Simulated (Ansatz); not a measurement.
## TiSi₆₃: single-point calculation (part 3 of 3)

TiSi₆₃ (defect cell, 64 atoms in the cell); DFT PBE, scalar-relativistic, plane waves, PAW, spin-polarised (Ansatz 0.2.0); cutoff 420 eV, 1×1×1 k-mesh, Gaussian smearing of 0.05 eV, collinear spins. The structure derives from a Materials Project entry.

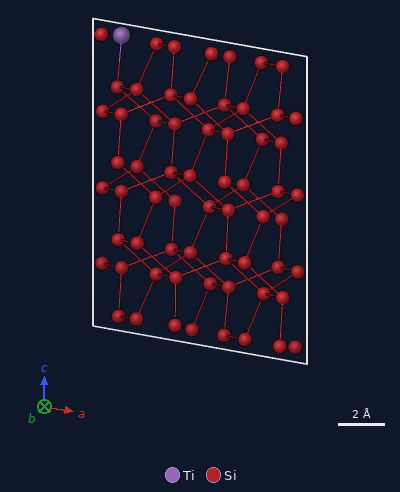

The input geometry (ball-and-stick view of the cell of the calculation, along the b axis). An atom can appear more than once, as a periodic image.

### Log, continued
```
  k-point 0 ↓: bands = ["-51.1042", "-27.4692", "-27.3724", "-27.3469", "-6.1408", "-5.4931", "-5.4478", "-5.1324", "-4.9158", "-4.8954", "-4.8863", "-4.8131", "-4.7992", "-4.7007", "-4.2703", "-4.2598", "-4.2246", "-4.2212", "-4.1914", "-4.1721", "-4.1199", "-4.1132", "-3.7275", "-3.2586", "-3.2493", "-3.2423", "-3.2210", "-3.2155", "-2.8783", "-2.3988", "-2.3607", "-2.3527", "-2.2253", "-2.0078", "-1.9748", "-1.9504", "-1.9356", "-1.9284", "-1.9160", "-1.7175",
      "-1.7062", "-1.6421", "-1.6061", "-1.1883", "-0.8581", "-0.8245", "-0.8180", "-0.6791", "-0.5648", "-0.4021", "-0.3258", "-0.2342", "-0.1852", "0.1403", "0.3491", "0.4828", "0.6235", "0.7502", "0.8262", "1.0251", "1.0987", "1.1074", "1.1273", "1.1881", "1.2480", "1.4327", "1.5334", "1.5428", "1.6229", "1.6625", "1.6959", "1.8042", "1.9005", "1.9499", "1.9837", "1.9892", "2.0539", "2.1517", "2.1682", "2.3190",
      "2.3965", "2.4291", "2.4800", "2.5146", "2.5800", "2.7440", "2.9893", "3.0027", "3.0089", "3.0328", "3.0899", "3.1026", "3.1610", "3.2127", "3.2819", "3.3594", "3.3808", "3.3992", "3.4818", "3.5124", "3.5454", "3.5772", "3.5890", "3.6264", "3.6840", "3.7085", "3.7594", "3.7907", "3.8424", "3.8945", "4.0038", "4.1069", "4.2487", "4.2553", "4.2814", "4.3115", "4.3238", "4.3715", "4.4025", "4.4158",
      "4.4951", "4.5608", "4.6670", "4.7745", "4.7995", "4.9876", "5.1040", "5.1222", "5.1890", "5.3021", "5.3239", "5.4042", "6.3661", "6.4162", "6.6159", "6.6804", "6.7234", "6.7801", "6.8429", "6.9580", "7.0230", "7.0820", "7.1757", "7.2139", "7.2411", "7.3135", "7.4023", "7.4219", "7.4787", "7.5092", "7.5425", "7.6158", "7.7495", "7.7967", "7.8853", "7.9394", "7.9766", "8.0237", "8.1540", "8.1935",
      "8.2919", "8.3117", "8.3482", "8.3865", "8.4020", "8.4176", "8.5080", "8.5257", "8.5463", "8.6090", "8.6946", "8.7701", "8.8117", "8.8404", "8.8651", "8.9072", "8.9557", "8.9729", "9.0808", "9.1101", "9.1725", "9.1880", "9.2574", "9.3067", "9.3680", "9.4072", "9.4545", "9.5156", "9.5307", "9.5418", "9.5622", "9.5706", "9.6110", "9.6484", "9.6744", "9.7243", "9.7676"]
--- Löwdin populations: 64 sites ---
  site symbol       q [e]    m [muB]
     0     Ti     11.2087     0.0000
     1     Si      3.9419    -0.0000
     2     Si      3.9566    -0.0000
     3     Si      3.9606    -0.0000
     4     Si      3.9485    -0.0000
     5     Si      3.9621    -0.0000
     6     Si      3.9601    -0.0000
     7     Si      3.9559    -0.0000
     8     Si      3.9508     0.0000
     9     Si      3.9579    -0.0000
    10     Si      3.9548    -0.0000
    11     Si      3.9323    -0.0000
    12     Si      3.9384     0.0000
    13     Si      3.9543     0.0000
    14     Si      3.9533    -0.0000
    15     Si      3.9544    -0.0000
    16     Si      3.9484    -0.0000
    17     Si      3.9511     0.0000
    18     Si      3.9546    -0.0000
    19     Si      3.9580    -0.0000
    20     Si      4.2056    -0.0000
    21     Si      3.9555     0.0000
    22     Si      3.9557    -0.0000
    23     Si      3.9653     0.0000
    24     Si      3.9541    -0.0000
    25     Si      3.9556     0.0000
    26     Si      3.9592    -0.0000
    27     Si      4.1954    -0.0000
    28     Si      3.9595    -0.0000
    29     Si      3.9623    -0.0000
    30     Si      3.9522    -0.0000
    31     Si      3.9707     0.0000
    32     Si      4.1907    -0.0000
    33     Si      3.9435     0.0000
    34     Si      3.9610     0.0000
    35     Si      3.9536     0.0000
    36     Si      3.9651    -0.0000
    37     Si      3.9624     0.0000
    38     Si      3.9551     0.0000
    39     Si      3.9654    -0.0000
    40     Si      3.9619     0.0000
    41     Si      3.9579    -0.0000
    42     Si      3.9437     0.0000
    43     Si      3.9562    -0.0000
    44     Si      3.9592    -0.0000
    45     Si      3.9565    -0.0000
    46     Si      3.9566    -0.0000
    47     Si      3.9381     0.0000
    48     Si      3.9464     0.0000
    49     Si      3.9596     0.0000
    50     Si      3.9582    -0.0000
    51     Si      3.9561     0.0000
    52     Si      3.9661    -0.0000
    53     Si      3.9590    -0.0000
    54     Si      4.1897    -0.0000
    55     Si      3.9655    -0.0000
    56     Si      3.9581    -0.0000
    57     Si      3.9460     0.0000
    58     Si      3.9564    -0.0000
    59     Si      3.9610    -0.0000
    60     Si      3.9572    -0.0000
    61     Si      3.9599     0.0000
    62     Si      3.9545    -0.0000
    63     Si      3.9436     0.0000
  spilling = 0.010005 (of n_electrons = 264.000000)
--- Bader charges: 64 sites ---
  site symbol  charge [e]  shift [e]    m [muB]
     0     Ti      1.1998     0.0026     0.0000
     1     Si      0.0107     0.0001     0.0000
     2     Si      0.0016     0.0002     0.0000
     3     Si     -0.0068     0.0001     0.0000
     4     Si      0.0074     0.0004     0.0000
     5     Si     -0.0062     0.0002     0.0000
     6     Si     -0.0048     0.0001     0.0000
     7     Si      0.0050     0.0007     0.0000
     8     Si     -0.0400     0.0063     0.0000
     9     Si     -0.0075     0.0007     0.0000
    10     Si      0.0039     0.0005     0.0000
    11     Si      0.0450     0.0023     0.0000
    12     Si      0.0027     0.0015     0.0000
    13     Si     -0.0031     0.0005     0.0000
    14     Si     -0.0086     0.0015     0.0000
    15     Si     -0.0080     0.0011     0.0000
    16     Si      0.0144     0.0009     0.0000
    17     Si      0.0064     0.0001     0.0000
    18     Si     -0.0002     0.0003     0.0000
    19     Si     -0.0073     0.0005     0.0000
    20     Si     -0.2857     0.0093     0.0000
    21     Si     -0.0018     0.0003     0.0000
    22     Si     -0.0048     0.0008     0.0000
    23     Si     -0.0239     0.0017     0.0000
    24     Si     -0.0094     0.0015     0.0000
    25     Si     -0.0017     0.0003     0.0000
    26     Si     -0.0075     0.0005     0.0000
    27     Si     -0.2953     0.0047     0.0000
    28     Si     -0.0091     0.0007     0.0000
    29     Si     -0.0158     0.0014     0.0000
    30     Si     -0.0122     0.0016     0.0000
    31     Si     -0.0459     0.0028     0.0000
    32     Si     -0.3213     0.0031     0.0000
    33     Si     -0.0047     0.0017     0.0000
    34     Si      0.0021     0.0001     0.0000
    35     Si     -0.0080     0.0025     0.0000
    36     Si     -0.0004     0.0002     0.0000
    37     Si      0.0028     0.0004     0.0000
    38     Si      0.0154     0.0009     0.0000
    39     Si      0.0001     0.0008     0.0000
    40     Si      0.0006     0.0001     0.0000
    41     Si      0.0152     0.0014     0.0000
    42     Si     -0.0110     0.0023     0.0000
    43     Si      0.0148     0.0010     0.0000
    44     Si      0.0037     0.0002     0.0000
    45     Si      0.0178     0.0018     0.0000
    46     Si      0.0075     0.0006     0.0000
    47     Si      0.0159     0.0003     0.0000
    48     Si     -0.0104     0.0019     0.0000
    49     Si      0.0050     0.0004     0.0000
    50     Si      0.0113     0.0008     0.0000
    51     Si     -0.0034     0.0017     0.0000
    52     Si     -0.0047     0.0001     0.0000
    53     Si      0.0134     0.0014     0.0000
    54     Si     -0.3177     0.0032     0.0000
    55     Si     -0.0003     0.0004     0.0000
    56     Si      0.0045     0.0002     0.0000
    57     Si     -0.0070     0.0021     0.0000
    58     Si      0.0170     0.0014     0.0000
    59     Si      0.0067     0.0009     0.0000
    60     Si      0.0048     0.0004     0.0000
    61     Si      0.0061     0.0006     0.0000
    62     Si      0.0169     0.0013     0.0000
    63     Si      0.0160     0.0005     0.0000
  estimated error of the sums over rays = 6.1e-4 e
```

### Summary

```tsv
quantity	value
outcome	converged
electrons treated	264
free energy	−42546.2441 eV
Fermi energy	5.885 eV
gap on the k-point mesh	0.96 eV
net moment of the cell	0.00 μB
integrated absolute moment	0.00 μB
largest force (length of the vector)	0.042 eV/Å
hardware	4 threads of Arm Neoverse V2, 24 GiB of memory available, shared host
wall time	4.6 min (CPU time 18 min)
peak memory	1.9 GiB
```

### Notes

The program warns: some starting moments were not kept. So coarse a mesh can miss the band edges, so the true gap of this method can be much smaller, or zero. The k-point mesh is coarse for a cell of this size, so the results may not be converged.
